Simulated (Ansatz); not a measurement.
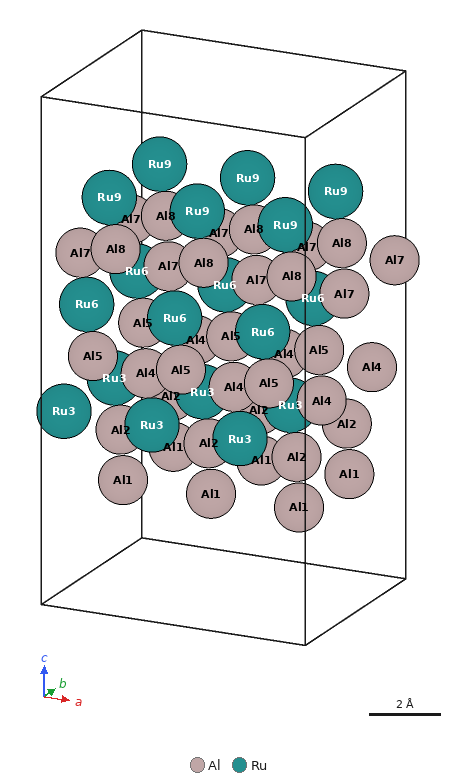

The structure as given in the input (spheres-only view of the 3 × 2 repeat of the cell, with the vacuum cut short, seen slightly off an axis; atoms are numbered from 1 in the order of the input). An atom can appear more than once, as a periodic image.

Geometry relaxation of Al₂Ru (part 1 of 3)

System: Al₂Ru (slab, 9 atoms in the cell).
Method: DFT r2SCAN, scalar-relativistic, plane waves, PAW, no spin polarisation (Ansatz 0.2.0).

The structure derives from a Materials Project entry. The input holds or restrains some coordinates. Forces given for the steps count only the free coordinates. It belongs to a series of runs on one base structure; here: clean slab, lower half held. Figures and captions count atoms from 1; the log counts them from 0 in places.

## Input file
```yaml
crystal:
  lattice:
    - [3.12182051, 0.0, 0.0]
    - [-1.560910255, 4.5017637688, 0.0]
    - [0.0, 0.0, 24.7862389771]
  atoms:
    - { symbol: Al, position: [0.7000790473, 0.4001580947, 0.3429322217] }
    - { symbol: Al, position: [0.4201447565, 0.8402895129, 0.3805217862] }
    - { symbol: Ru, position: [0.1202238038, 0.2404476076, 0.4207951588] }
    - { symbol: Al, position: [0.8203028512, 0.6406057023, 0.4610685314] }
    - { symbol: Al, position: [0.5403685603, 0.0807371206, 0.498658096] }
    - { symbol: Ru, position: [0.2404476076, 0.4808952152, 0.5389314686] }
    - { symbol: Al, position: [0.940526655, 0.8810533099, 0.5792048412] }
    - { symbol: Al, position: [0.6605923641, 0.3211847282, 0.6167944057] }
    - { symbol: Ru, position: [0.3606714114, 0.7213428229, 0.6570677783] }
basis:
  ecutwfc: 500
kpoints:
  mp_grid: { grid: [10, 7, 1] }
hamiltonian:
  xc: r2scan
scf:
  occupations: { method: gaussian, width: 0.1 }
output:
  forces: true
  eigenvalues: true
  write_density: true
  write_potential: true
  elf: true
  volumetric_format: npy
relax:
  adjacent_minimum: "off"
  f_tol: 0.03
  max_steps: 70
  constraints: [{ sites: [0, 1, 2, 3] }]
efield:
  axis: 3
  dipole_correction: true
  ramp_width: 0.04
```

Hardware: 2 threads of Intel Xeon @ 2.50GHz (Skylake/Cascade Lake), 189 GiB of memory available, shared host.

Run as:
```bash
ansatz run input.yaml --threads 2 --pin off --max-ram 5120MiB --backend cpu --events-out ev --progress --plain --runs-dir out
```

## What the program printed
```
Warning: crystal.symmetry: narrowed to the stabiliser of the k-point mesh — unitary ops 2 → 1; excluded 1 operation that carries a point of the 10×7×1 mesh (shift [0, 0, 0]) off the mesh (the run samples exactly the mesh kpoints.mp_grid names, as under crystal.symmetry.detect: false, and its converged state has the mesh's symmetry, not the crystal's; ε∞, the Born charges and the force constants of a linear response (`dielectric:` by the response, `phonons.method: dfpt`) are averaged over those of the crystal's operations that the state keeps within a tolerance, where `mesh_tensors`, `unaveraged_element` or `gamma_mean_max_change_ev_ang2` stands beside them; a row that `dielectric.field_direction` solves alone is averaged likewise, with nothing beside; a Γ-centred mesh of equal divisions is mapped onto itself by every operation and keeps the whole group, as does a half-shifted one under kpoints.further_shifts: images)
Engine: ansatz 0.2.0, x86_64-unknown-linux-gnu
Pseudopotentials: kind: paw
Pseudopotential: Al, paw, valence charge 3, recommended cutoff 500 eV (meta_gga), Al.paw.azcp
Pseudopotential: Ru, paw, valence charge 16, recommended cutoff 500 eV (meta_gga), Ru.paw.azcp
Functional definition: r2SCAN
  parameter k0 = 0.174
  parameter k1 = 0.065
  parameter a1 = 4.9479
  exchange = r2scan_x(k0 = k0, k1 = k1, a1 = a1)
  correlation = r2scan_c
Crystal: 9 atoms, lattice volume = 348.338 Å³
Basis set: ecut = 500 eV, 8867 PW (Γ), exchange–correlation on 96×144×768 points (64 copies of the dense FFT grid, shifted against one another)
Bands: 42, of which v1, the nominal top of the filled ones, is band 33 counted from 1 (32 counted from 0)
Symmetry: 1 space group operations
k-points: 36 of 70 (time reversal used)
Non-local potential: Al, projectors of the file, l = 0: 2, l = 1: 2, l = 2: 1
Non-local potential: Ru, projectors of the file, l = 0: 3, l = 1: 2, l = 2: 2, l = 3: 1
PAW form: soft (Blöchl's): semilocal exchange-correlation on the pseudo side does not see the compensation charge
PAW frozen core: Al, regenerated for the run's functional (the file was generated under x = pbe(κ = 0.804, μ = 0.2195149727645171), c = pbe(β = 0.06672455060314922))
PAW frozen core: Ru, regenerated for the run's functional (the file was generated under x = pbe(κ = 0.804, μ = 0.2195149727645171), c = pbe(β = 0.06672455060314922))
PAW one-centre angular grid: Al, 302 points (default); XC on 160 Gauss nodes
PAW one-centre angular grid: Ru, 590 points (default); XC on 160 Gauss nodes
Initial density: superposition of atomic densities (neutral atoms: chi_scale 0, normalization atom), corrected by the library's trained network
Initial wavefunctions: pseudopotential atomic-orbital guess
Functional: x = r2scan, c = r2scan; τ floored in thin density (d = 2e-4 eV/Å³)
SCF iter   1: F=—  HF=-20915.671717 eV  |F-HF|=—  |Δ(HF+E_count)|=         —  Δρ=6.95e-3  dr2=6.36e-1  dr2_τ=9.42e-2  ethr=1.77e-3  p=0.004 e·Å  D=2.19e-3 V/Å  ΔV_dip=-0.05 eV  dr2_dipole=1.45e-1  V_vac-E_F(+/−)=4.14/4.20 eV  ⟨swp⟩=10.4  Hψ=8240  notcnv=0  defer=1
efield: sawtooth ramp at fractional position 0.9800 (placed from the atoms, in the widest stretch of the axis that holds none; the zero of the levels goes with the place), width 0.0400; the density the first Hamiltonian is built on has a dipole p = 0.004 e·Å; the dipole correction subtracts the counter field D = 2.19e-3 V/Å, which shifts the + side's vacuum level by -0.05 eV against the − side's; the planar-averaged density in the ramp window peaks in size at 1.1e-5 e/Å³
preconditioner: auto → LDOS  [metal: Δε(μ)=0.011 eV  Ē_g=5.843 eV  σ=0.100 eV  W_gap=0.06  n_scr=42 (ndim 8)  ℏωp=12.9 eV  f_vac=0.542  D(μ)=3.95/eV (n_scr^D=16)  β→1.0]
SCF iter   2: F=—  HF=-20915.718342 eV  |F-HF|=—  |Δ(HF+E_count)|=   4.66e-2  Δρ=4.29e-3  dr2=4.23e-1  dr2_τ=1.45e-2  ethr=9.64e-4  p=0.030 e·Å  D=1.54e-2 V/Å  ΔV_dip=-0.38 eV  dr2_dipole=1.83e-1  V_vac-E_F(+/−)=3.87/4.25 eV  ⟨swp⟩=2.0  Hψ=2004  notcnv=0  defer=107
SCF iter   3: F=—  HF=-20915.713573 eV  |F-HF|=—  |Δ(HF+E_count)|=   4.77e-3  Δρ=8.39e-4  dr2=4.80e-3  dr2_τ=3.74e-4  ethr=6.41e-4  p=0.033 e·Å  D=1.73e-2 V/Å  ΔV_dip=-0.43 eV  dr2_dipole=1.88e-4  V_vac-E_F(+/−)=3.87/4.30 eV  ⟨swp⟩=1.6  Hψ=1467  notcnv=0  defer=107
SCF iter   4: F=—  HF=-20915.715158 eV  |F-HF|=—  |Δ(HF+E_count)|=   1.58e-3  Δρ=2.87e-4  dr2=4.31e-4  dr2_τ=2.92e-5  ethr=7.27e-6  p=0.038 e·Å  D=2.00e-2 V/Å  ΔV_dip=-0.50 eV  dr2_dipole=3.78e-6  V_vac-E_F(+/−)=3.82/4.32 eV  ⟨swp⟩=2.0  Hψ=2208  notcnv=0  defer=107
SCF iter   5: F=—  HF=-20915.715290 eV  |F-HF|=—  |Δ(HF+E_count)|=   1.32e-4  Δρ=1.95e-4  dr2=2.46e-4  dr2_τ=1.54e-5  ethr=6.52e-7  p=0.041 e·Å  D=2.13e-2 V/Å  ΔV_dip=-0.53 eV  dr2_dipole=2.33e-6  V_vac-E_F(+/−)=3.80/4.33 eV  ⟨swp⟩=2.6  Hψ=2855  notcnv=0  defer=107
SCF iter   6: F=—  HF=-20915.715271 eV  |F-HF|=—  |Δ(HF+E_count)|=   1.94e-5  Δρ=6.37e-5  dr2=2.46e-5  dr2_τ=2.31e-6  ethr=3.73e-7  p=0.041 e·Å  D=2.15e-2 V/Å  ΔV_dip=-0.53 eV  dr2_dipole=1.38e-7  V_vac-E_F(+/−)=3.80/4.33 eV  ⟨swp⟩=2.2  Hψ=2325  notcnv=0  defer=107
SCF iter   7: F=-20915.715273 eV  HF=-20915.715274 eV  |F-HF|=1.08e-6  |Δ(HF+E_count)|=   3.06e-6  Δρ=2.46e-5  dr2=3.85e-6  dr2_τ=3.13e-7  ethr=3.41e-8  p=0.042 e·Å  D=2.17e-2 V/Å  ΔV_dip=-0.54 eV  dr2_dipole=1.68e-7  V_vac-E_F(+/−)=3.80/4.34 eV  ⟨swp⟩=26.3  Hψ=18292  notcnv=0
SCF 1 converged in 7 iterations: F = -20915.715273 eV  dr2 = 3.85e-6
  greatest PAW one-centre occupation: 0.999 electrons in one spin orbital (limit 2), on the Ru atom at site 8 (counted from 0), in its partial waves of l = 1
relax step   1: F+E_penalty+E_count = -20915.71527280 eV  Δ(F+E_penalty+E_count) = +0.000e0 eV  max|allowed force component| = 2.182e0 eV/Å  Δτ_max = 0.0000 Å  (7 SCF iters, dr2 threshold 2.25e-5 eV, accepted)
Initial density: handed on by an earlier stage of this run
Initial wavefunctions: those handed on with the density
iter 1 solved again at ethr=1.06e-3 eV; its pass at ethr=3.10e-3 eV (dr2=7.02e-1 eV) is discarded
SCF iter   1: F=—  HF=-20915.688396 eV  |F-HF|=—  |Δ(HF+E_count)|=         —  Δρ=1.42e-2  dr2=7.03e-1  dr2_τ=4.86e0  ethr=1.06e-3  p=0.042 e·Å  D=2.17e-2 V/Å  ΔV_dip=-0.54 eV  dr2_dipole=3.93e-4  V_vac-E_F(+/−)=3.83/4.37 eV  ⟨swp⟩=1.9  Hψ=6103  notcnv=0  defer=84
efield: sawtooth ramp at fractional position 0.9800 (handed on by an earlier solve), width 0.0400; the density the first Hamiltonian is built on has a dipole p = 0.042 e·Å; the dipole correction subtracts the counter field D = 2.17e-2 V/Å, which shifts the + side's vacuum level by -0.54 eV against the − side's; the planar-averaged density in the ramp window peaks in size at 4.7e-6 e/Å³
preconditioner: auto → LDOS  [metal: Δε(μ)=0.085 eV  Ē_g=5.926 eV  σ=0.100 eV  W_gap=0.45  n_scr=42 (ndim 8)  ℏωp=12.9 eV  f_vac=0.549  D(μ)=3.00/eV (n_scr^D=8)  β→1.0]
SCF iter   2: F=—  HF=-20916.197275 eV  |F-HF|=—  |Δ(HF+E_count)|=   5.09e-1  Δρ=1.06e-2  dr2=1.64e0  dr2_τ=3.07e-2  ethr=1.06e-3  p=0.067 e·Å  D=3.49e-2 V/Å  ΔV_dip=-0.86 eV  dr2_dipole=1.67e-1  V_vac-E_F(+/−)=3.46/4.32 eV  ⟨swp⟩=3.3  Hψ=3466  notcnv=0  defer=83  recentre
SCF iter   3: F=—  HF=-20916.001999 eV  |F-HF|=—  |Δ(HF+E_count)|=   1.95e-1  Δρ=4.32e-3  dr2=1.32e-1  dr2_τ=2.24e-3  ethr=1.06e-3  p=0.043 e·Å  D=2.22e-2 V/Å  ΔV_dip=-0.55 eV  dr2_dipole=5.29e-2  V_vac-E_F(+/−)=3.80/4.35 eV  ⟨swp⟩=3.0  Hψ=2772  notcnv=0  defer=108
SCF iter   4: F=—  HF=-20916.002554 eV  |F-HF|=—  |Δ(HF+E_count)|=   5.55e-4  Δρ=1.31e-3  dr2=6.88e-3  dr2_τ=2.87e-4  ethr=2.01e-4  p=0.032 e·Å  D=1.69e-2 V/Å  ΔV_dip=-0.42 eV  dr2_dipole=2.92e-3  V_vac-E_F(+/−)=3.89/4.31 eV  ⟨swp⟩=2.1  Hψ=1996  notcnv=0  defer=110
SCF iter   5: F=—  HF=-20916.004052 eV  |F-HF|=—  |Δ(HF+E_count)|=   1.50e-3  Δρ=4.35e-4  dr2=1.27e-3  dr2_τ=1.00e-4  ethr=1.04e-5  p=0.028 e·Å  D=1.44e-2 V/Å  ΔV_dip=-0.36 eV  dr2_dipole=1.89e-5  V_vac-E_F(+/−)=3.92/4.28 eV  ⟨swp⟩=2.8  Hψ=2902  notcnv=0  defer=109
SCF iter   6: F=—  HF=-20916.003804 eV  |F-HF|=—  |Δ(HF+E_count)|=   2.48e-4  Δρ=1.06e-4  dr2=9.37e-5  dr2_τ=3.59e-6  ethr=1.92e-6  p=0.027 e·Å  D=1.40e-2 V/Å  ΔV_dip=-0.35 eV  dr2_dipole=1.71e-8  V_vac-E_F(+/−)=3.93/4.28 eV  ⟨swp⟩=2.6  Hψ=2440  notcnv=0  defer=109
SCF iter   7: F=-20916.003816 eV  HF=-20916.003817 eV  |F-HF|=1.73e-6  |Δ(HF+E_count)|=   1.35e-5  Δρ=4.11e-5  dr2=9.49e-6  dr2_τ=6.63e-7  ethr=1.42e-7  p=0.026 e·Å  D=1.37e-2 V/Å  ΔV_dip=-0.34 eV  dr2_dipole=1.73e-7  V_vac-E_F(+/−)=3.94/4.28 eV  ⟨swp⟩=26.6  Hψ=19271  notcnv=0
SCF 2 converged in 7 iterations: F = -20916.003816 eV  dr2 = 9.49e-6
relax step   2: F+E_penalty+E_count = -20916.00381569 eV  Δ(F+E_penalty+E_count) = -2.885e-1 eV  max|allowed force component| = 8.201e-1 eV/Å  Δτ_max = 0.1948 Å  (7 SCF iters, dr2 threshold 1.00e-4 eV, accepted)
SCF iter   1: F=—  HF=-20915.661814 eV  |F-HF|=—  |Δ(HF+E_count)|=         —  Δρ=5.41e-3  dr2=1.06e-1  dr2_τ=9.11e-1  ethr=2.42e-3  p=0.026 e·Å  D=1.37e-2 V/Å  ΔV_dip=-0.34 eV  dr2_dipole=1.25e-2  V_vac-E_F(+/−)=3.94/4.28 eV  ⟨swp⟩=3.7  Hψ=3064  notcnv=0  defer=105
efield: sawtooth ramp at fractional position 0.9800 (handed on by an earlier solve), width 0.0400; the density the first Hamiltonian is built on has a dipole p = 0.026 e·Å; the dipole correction subtracts the counter field D = 1.37e-2 V/Å, which shifts the + side's vacuum level by -0.34 eV against the − side's; the planar-averaged density in the ramp window peaks in size at 3.2e-6 e/Å³
preconditioner: auto → LDOS  [metal: Δε(μ)=0.055 eV  Ē_g=5.865 eV  σ=0.100 eV  W_gap=0.30  n_scr=42 (ndim 8)  ℏωp=12.9 eV  f_vac=0.547  D(μ)=3.17/eV (n_scr^D=10)  β→1.0]
SCF iter   2: F=—  HF=-20916.054427 eV  |F-HF|=—  |Δ(HF+E_count)|=   3.93e-1  Δρ=3.60e-3  dr2=1.09e-1  dr2_τ=2.17e-3  ethr=1.60e-4  p=0.023 e·Å  D=1.17e-2 V/Å  ΔV_dip=-0.29 eV  dr2_dipole=7.78e-3  V_vac-E_F(+/−)=4.00/4.29 eV  ⟨swp⟩=3.1  Hψ=3547  notcnv=0  defer=105
SCF iter   3: F=—  HF=-20916.037123 eV  |F-HF|=—  |Δ(HF+E_count)|=   1.73e-2  Δρ=1.37e-3  dr2=7.60e-3  dr2_τ=6.07e-4  ethr=1.60e-4  p=0.025 e·Å  D=1.31e-2 V/Å  ΔV_dip=-0.32 eV  dr2_dipole=3.06e-4  V_vac-E_F(+/−)=3.96/4.28 eV  ⟨swp⟩=2.0  Hψ=2294  notcnv=0  defer=105
SCF iter   4: F=—  HF=-20916.036428 eV  |F-HF|=—  |Δ(HF+E_count)|=   6.95e-4  Δρ=5.59e-4  dr2=1.28e-3  dr2_τ=7.81e-5  ethr=1.15e-5  p=0.025 e·Å  D=1.28e-2 V/Å  ΔV_dip=-0.32 eV  dr2_dipole=2.14e-5  V_vac-E_F(+/−)=3.96/4.28 eV  ⟨swp⟩=3.1  Hψ=2693  notcnv=0  defer=105
SCF iter   5: F=—  HF=-20916.036493 eV  |F-HF|=—  |Δ(HF+E_count)|=   6.45e-5  Δρ=1.83e-4  dr2=1.55e-4  dr2_τ=1.20e-5  ethr=1.95e-6  p=0.025 e·Å  D=1.30e-2 V/Å  ΔV_dip=-0.32 eV  dr2_dipole=2.90e-7  V_vac-E_F(+/−)=3.95/4.28 eV  ⟨swp⟩=2.4  Hψ=2537  notcnv=0  defer=105
SCF iter   6: F=-20916.036462 eV  HF=-20916.036474 eV  |F-HF|=1.27e-5  |Δ(HF+E_count)|=   1.86e-5  Δρ=8.00e-5  dr2=1.95e-5  dr2_τ=6.52e-7  ethr=6.37e-8  p=0.025 e·Å  D=1.30e-2 V/Å  ΔV_dip=-0.32 eV  dr2_dipole=3.51e-6  V_vac-E_F(+/−)=3.95/4.27 eV  ⟨swp⟩=24.2  Hψ=18010  notcnv=0
SCF 3 converged in 6 iterations: F = -20916.036462 eV  dr2 = 1.95e-5
relax step   3: F+E_penalty+E_count = -20916.03646155 eV  Δ(F+E_penalty+E_count) = -3.265e-2 eV  max|allowed force component| = 1.263e-1 eV/Å  Δτ_max = 0.0702 Å  (6 SCF iters, dr2 threshold 4.20e-5 eV, accepted)
SCF iter   1: F=—  HF=-20916.026621 eV  |F-HF|=—  |Δ(HF+E_count)|=         —  Δρ=9.87e-4  dr2=3.96e-3  dr2_τ=2.41e-2  ethr=5.60e-5  p=0.025 e·Å  D=1.30e-2 V/Å  ΔV_dip=-0.32 eV  dr2_dipole=4.23e-4  V_vac-E_F(+/−)=3.95/4.27 eV  ⟨swp⟩=2.0  Hψ=2982  notcnv=0  defer=105
efield: sawtooth ramp at fractional position 0.9800 (handed on by an earlier solve), width 0.0400; the density the first Hamiltonian is built on has a dipole p = 0.025 e·Å; the dipole correction subtracts the counter field D = 1.30e-2 V/Å, which shifts the + side's vacuum level by -0.32 eV against the − side's; the planar-averaged density in the ramp window peaks in size at 3.0e-6 e/Å³
preconditioner: auto → LDOS  [metal: Δε(μ)=0.058 eV  Ē_g=5.873 eV  σ=0.100 eV  W_gap=0.31  n_scr=42 (ndim 8)  ℏωp=12.9 eV  f_vac=0.547  D(μ)=3.17/eV (n_scr^D=10)  β→1.0]
SCF iter   2: F=—  HF=-20916.038474 eV  |F-HF|=—  |Δ(HF+E_count)|=   1.19e-2  Δρ=7.11e-4  dr2=2.58e-3  dr2_τ=1.17e-4  ethr=6.01e-6  p=0.025 e·Å  D=1.27e-2 V/Å  ΔV_dip=-0.32 eV  dr2_dipole=1.95e-4  V_vac-E_F(+/−)=3.96/4.28 eV  ⟨swp⟩=3.0  Hψ=3243  notcnv=0  defer=105
SCF iter   3: F=—  HF=-20916.038046 eV  |F-HF|=—  |Δ(HF+E_count)|=   4.29e-4  Δρ=1.95e-4  dr2=1.15e-4  dr2_τ=1.15e-5  ethr=3.91e-6  p=0.025 e·Å  D=1.28e-2 V/Å  ΔV_dip=-0.32 eV  dr2_dipole=3.91e-8  V_vac-E_F(+/−)=3.96/4.27 eV  ⟨swp⟩=2.0  Hψ=2081  notcnv=0  defer=105
SCF iter   4: F=—  HF=-20916.038244 eV  |F-HF|=—  |Δ(HF+E_count)|=   1.98e-4  Δρ=7.85e-5  dr2=4.33e-5  dr2_τ=2.21e-6  ethr=1.74e-7  p=0.024 e·Å  D=1.26e-2 V/Å  ΔV_dip=-0.31 eV  dr2_dipole=1.49e-9  V_vac-E_F(+/−)=3.96/4.27 eV  ⟨swp⟩=3.0  Hψ=2798  notcnv=0  defer=105
SCF iter   5: F=—  HF=-20916.038240 eV  |F-HF|=—  |Δ(HF+E_count)|=   3.50e-6  Δρ=3.44e-5  dr2=5.19e-6  dr2_τ=5.98e-7  ethr=6.56e-8  p=0.024 e·Å  D=1.26e-2 V/Å  ΔV_dip=-0.31 eV  dr2_dipole=9.25e-9  V_vac-E_F(+/−)=3.96/4.27 eV  ⟨swp⟩=2.2  Hψ=2276  notcnv=0  defer=105
SCF iter   6: F=-20916.038240 eV  HF=-20916.038240 eV  |F-HF|=3.97e-8  |Δ(HF+E_count)|=   6.94e-7  Δρ=1.38e-5  dr2=2.94e-7  dr2_τ=1.49e-8  ethr=1.51e-9  p=0.024 e·Å  D=1.26e-2 V/Å  ΔV_dip=-0.31 eV  dr2_dipole=1.76e-8  V_vac-E_F(+/−)=3.96/4.27 eV  ⟨swp⟩=21.6  Hψ=15600  notcnv=0
SCF 4 converged in 6 iterations: F = -20916.038240 eV  dr2 = 2.94e-7
relax step   4: F+E_penalty+E_count = -20916.03823966 eV  Δ(F+E_penalty+E_count) = -1.778e-3 eV  max|allowed force component| = 3.563e-2 eV/Å  Δτ_max = 0.0119 Å  (6 SCF iters, dr2 threshold 9.97e-7 eV, accepted)
```
